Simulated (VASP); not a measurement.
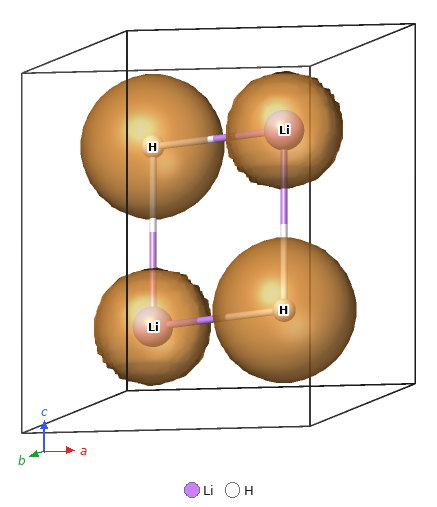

LiH. Isosurface of the valence pseudo-density at 0.2 e/Å³ (orange), seen at an oblique angle. Sticks mark near contacts.

Space group P6₃/mmc; a generated structure, not necessarily the stable one.

Level of theory: Kohn-Sham DFT of a periodic cell, PBE, VASP PAW PBE potentials, recommended in VASP 6.6.1.

Core electrons are frozen (PAW), and the valence fields are smoothed inside the atomic spheres.

```cif
data_structure
_symmetry_space_group_name_H-M 'P 1'
_symmetry_Int_Tables_number 1
_cell_length_a 3.2548
_cell_length_b 3.2548
_cell_length_c 4.0691
_cell_angle_alpha 90.000
_cell_angle_beta 90.000
_cell_angle_gamma 120.000
_cell_volume 37.33
loop_
_atom_site_label
_atom_site_type_symbol
_atom_site_fract_x
_atom_site_fract_y
_atom_site_fract_z
_atom_site_occupancy
Li1 Li 0.33333 0.66667 0.25000 1
Li2 Li 0.66667 0.33333 0.75000 1
H1 H 0.66667 0.33333 0.25000 1
H2 H 0.33333 0.66667 0.75000 1
```

### What does this surface tell about the bonding?

At this value the density breaks into separate islands; it holds about 70 % of the electrons treated as valence. It bridges none of the near contacts. It is pinched off along the shortest Li–H (1.88 Å) and Li–H (2.03 Å) contacts. On the grid the lowest density along these lines, outside the cores, is 0.14 e/Å³ (Li–H, 1.88 Å) and 0.11 e/Å³ (Li–H, 2.03 Å).
